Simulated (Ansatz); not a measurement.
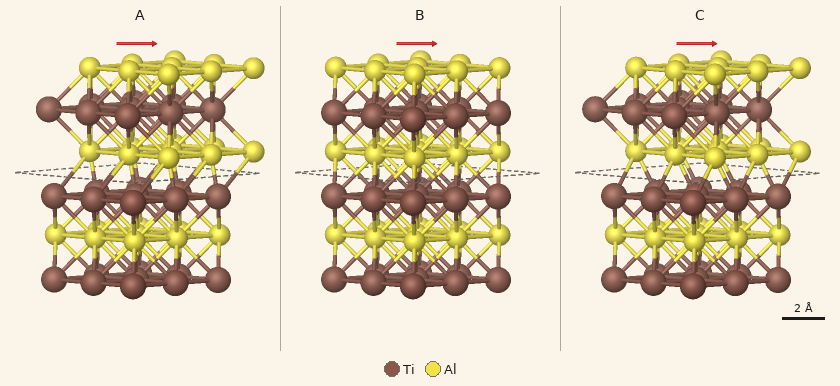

A crystal of TiAl (P4/mmm): the crystal above a cut along the (0 0 1) plane of the conventional cell (between a plane of Ti below and one of Al above, 2.04 Å apart) is slid rigidly by fractions of an in-plane lattice vector 3.99 Å long (a generalised stacking fault). One cut stands in each cell, which starts 12.2 Å high; nothing is relaxed, and the dashed outline marks the cut, the arrow on top the direction of slip. A ball-and-stick model of the layers on both sides of the cut, seen from the side, nearly along the cut plane.

Theory: DFT PBE, scalar-relativistic, plane waves, PAW in Ansatz. (plane-wave cutoff 420 eV; k-point mesh 21 × 21 × 5; occupations gaussian; smearing width 0.15 eV; no spin polarisation). Energies (free energies at the smearing named) are counted from the relaxed crystal.

Question: Order these geometries by energy, lowest first.

Answer: Lowest first: B (the slip 0.00, 0 mJ/m²), C (the slip 0.25, 2571 mJ/m²), A (the slip 0.417, 5836 mJ/m²). Over the whole scan: the curve starts and ends at zero, since a full lattice vector restores the crystal. Its highest computed point is 6433 mJ/m² at slip 0.50. The points are too sparse to place its extrema closely. Relaxation across the fault would lower the values.
